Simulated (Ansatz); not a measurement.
Given this structure:

```
CELL_PARAMETERS angstrom
2.56995 0.00000 0.00000
-1.28497 2.22564 0.00000
0.00000 0.00000 5.00084
ATOMIC_POSITIONS crystal
Rh 0.66667 0.33333 0.75000
Rh 0.33333 0.66667 0.25000
```

Work out the structure from the coordinates.

The element is rhodium. Space group: P6_3/mmc (No. 194). Lattice: primitive hexagonal. It belongs to the family called hexagonal close-packed (Mg type). The cell holds two atoms. Neighbours within bonding distance: Rh 6. Not all metal-metal contacts are counted.

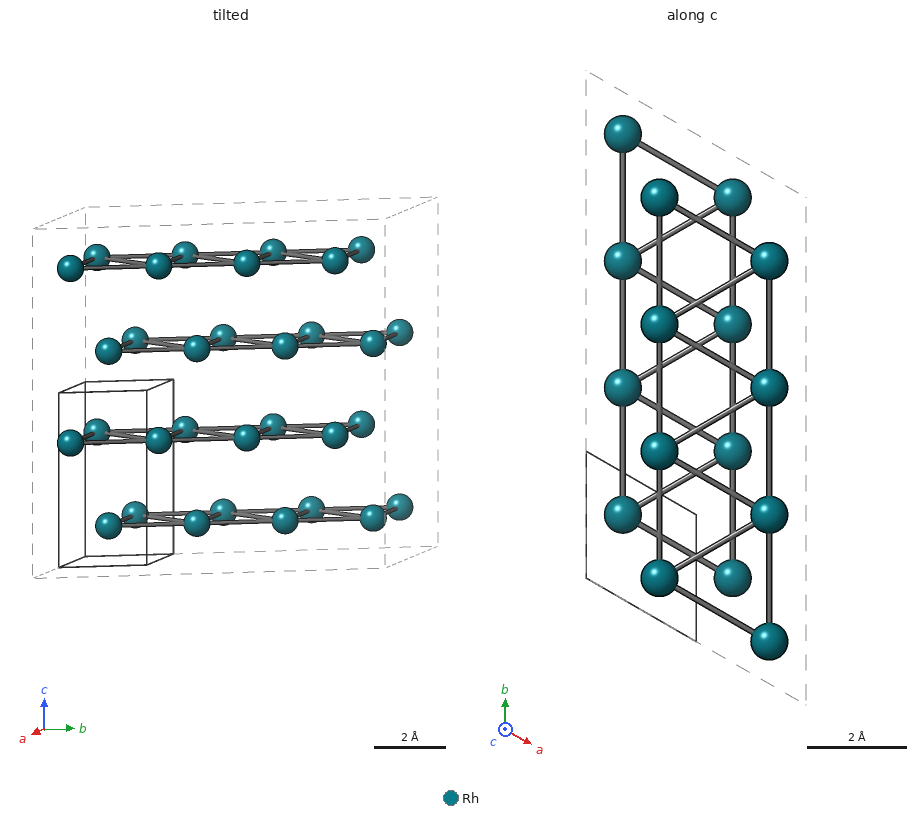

The figure gives a ball-and-stick picture of the atoms, viewed slightly off an axis and along the c axis. The structure is repeated 2×4×2 times; solid lines mark one conventional unit cell. Colours: rhodium blue.

Its origin is a structure listed in the Materials Project. The cell was then strained or its atoms displaced on purpose. An electronic-structure calculation with Ansatz was run on it.
